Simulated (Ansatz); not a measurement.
Input

```
crystal:
  lattice:
    - [0.0, 0.0, -5.7824626538]
    - [4.0892560504, -4.0892560504, 0.0]
    - [-4.0892560504, -4.0892560504, 0.0]
  atoms:
    - { symbol: Al, position: [0.25, 0.75, 0.25] }
    - { symbol: Al, position: [0.75, 0.25, 0.25] }
    - { symbol: Al, position: [0.25, 0.25, 0.75] }
    - { symbol: Al, position: [0.75, 0.75, 0.75] }
    - { symbol: Al, position: [0.25, 0.25, 0.25] }
    - { symbol: Al, position: [0.75, 0.75, 0.25] }
    - { symbol: Al, position: [0.25, 0.75, 0.75] }
    - { symbol: Al, position: [0.75, 0.25, 0.75] }
    - { symbol: Cu, position: [0.5, 0.0, 0.0] }
    - { symbol: Cu, position: [0.0, 0.5, 0.0] }
    - { symbol: Cu, position: [0.5, 0.5, 0.5] }
    - { symbol: Cu, position: [0.0, 0.0, 0.5] }
    - { symbol: Al, position: [-0.0310871408, 0.0117858735, 0.0134550738] }
basis:
  ecutwfc: 420
  xc_grid: 2
kpoints:
  mp_grid: { grid: [4, 4, 4], shift: [0.5, 0.5, 0.5] }
hamiltonian:
  xc: pbe
scf:
  occupations: { method: gaussian, width: 0.1 }
output:
  forces: true
  stress: false
  eigenvalues: true
  write_density: true
  write_potential: true
  elf: true
  volumetric_format: npy
relax:
  adjacent_minimum: "off"
  f_tol: 0.02
  max_steps: 60
```

Run with:

```sh
ansatz run input.yaml --threads 4 --pin off --max-ram 10240MiB --backend cpu --events-out ev --progress --plain --runs-dir out
```

The fields are those of the run's last geometry, not of the input's.

Computed without spin polarisation.

Level of theory: Ansatz 0.2.0, DFT PBE, scalar-relativistic, plane waves, PAW.

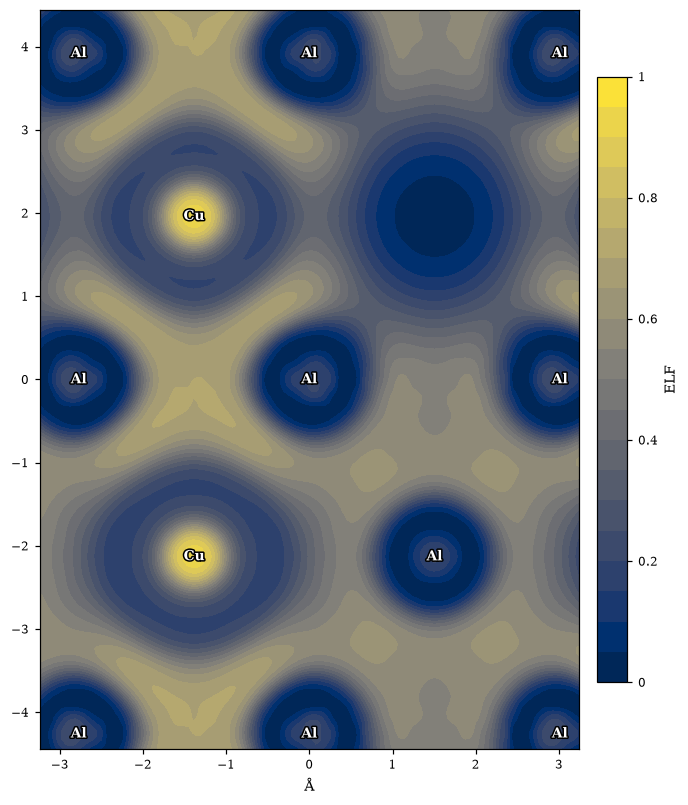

Al$_{9}$Cu$_{4}$ (cell with a defect). Electron localisation function on the (011̄) plane of the calculation cell.

Question: Read the bonding off the picture.

Answer: The plane passes through Al and Cu nuclei.
Al–Cu (2.40 Å): the ELF peaks at about 0.70 between the atoms.
Al–Al (2.61 Å): the ELF peaks at about 0.60 between the atoms.
Al–Cu (2.54 Å): the ELF peaks at about 0.65 between the atoms.
The features right at Cu lie inside the PAW spheres, where the map follows smoothed inner orbitals and isn't to be read closely.
